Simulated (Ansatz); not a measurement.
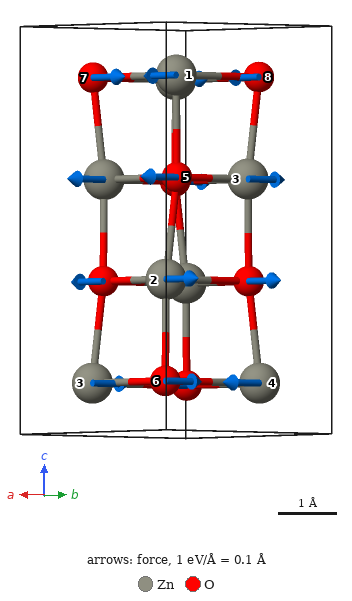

Starting geometry of a crystal of ZnO (a generated structure, set up in I-42d) (coarse preliminary run) with the computed forces as blue arrows. A ball-and-stick model of the conventional cell (2 times the calculation's cell), seen from a free direction. Lengths and directions refer to the drawn axes.

These are results of Ansatz, DFT PBE, scalar-relativistic, plane waves, PAW, not measurements. Settings: plane-wave cutoff 420 eV; k-point mesh 6 × 6 × 6; occupations gaussian; smearing width 0.1 eV; no spin polarisation; cell and atoms relaxed; force threshold 0.04 eV/Å; at most 70 steps.

Question: Is this structure relaxed? If not, where do the atoms go?

Answer: It isn't relaxed: the largest force vector, on Zn atoms, is 8.60 eV/Å. The atoms end up moving mostly along the starting forces (cosine between the two patterns 1.00). The largest moves relative to the cell, 0.15 Å, are those of 8 atoms (Zn1, Zn2, Zn3, Zn4 and others). O8 goes along −b. Largest moves by element: O 0.15 Å, Zn 0.15 Å. Cell: a = b 3.829 → 4.338 Å (+13.3 %), c 7.084 → 8.627 Å (+21.8 %). Volume +56.3 %. Some distances before and after: Zn1–O7 1.646 → 2.169 Å, Zn1–O5 1.781 → 2.157 Å, Zn1–O8 1.914 → 2.169 Å, Zn1–O7 (another image) 2.183 → 2.169 Å. Bond angles that change, for instance: Zn1–O5–Zn2 171.3° → 180.0°, O7–Zn4–O8 171.3° → 180.0°, Zn1–O5–Zn3 94.3° → 90.0°. The space group (tolerance 0.01 Å) goes from I-42d (No. 122) to I4/mmm (No. 139). After 8 accepted moves (10 points after the start) the energy has fallen by 16.944 eV per cell of the calculation. Largest force component: 8.6 eV/Å at the start, 0.00013 eV/Å at the end. The pressure goes from 240.01 to 0.02 GPa. At 2 points the geometry stayed and the basis and grid were re-selected for the new cell (energy shift of 0.953 eV per cell of the calculation at most each time).
